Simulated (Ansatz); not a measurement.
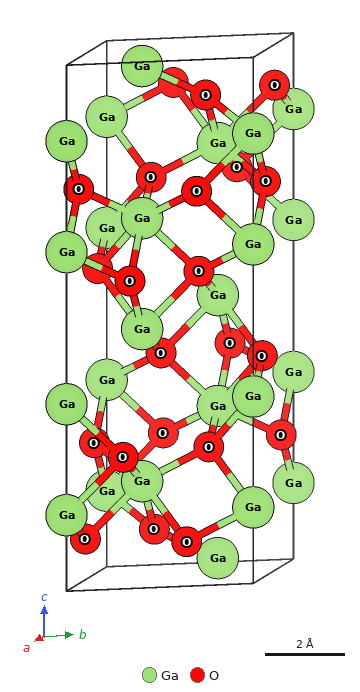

Reference structure: a crystal of Ga2O3 (built on the database structure type) at its r2SCAN-relaxed geometry. A ball-and-stick model of the conventional cell (3 times the calculation's cell), seen slightly off an axis. Lengths and directions refer to the drawn axes.

All numbers below come from DFT, r2SCAN, plane waves, PAW (Ansatz 0.2.0). Set-up: plane-wave cutoff 500 eV; k-point mesh 6 × 6 × 6; occupations fixed; no spin polarisation.

Change: The cell is strained by +1.0 % along c and none across it (volume +1.0 %). The atoms were relaxed with r2SCAN under that strain, and this is a single point on that geometry.

Predict the response.

Answer. Energy change: +1.1 meV per atom. Pressure: 0.0 GPa before, −2.1 GPa after. The principal stresses (compression positive) are −3.7 GPa along c and −1.3 GPa across it. All forces vanish by symmetry. Some distances before and after: Ga–O 2.073 → 2.080 Å, Ga–O 1.925 → 1.931 Å. The space group stays R-3c (No. 167).
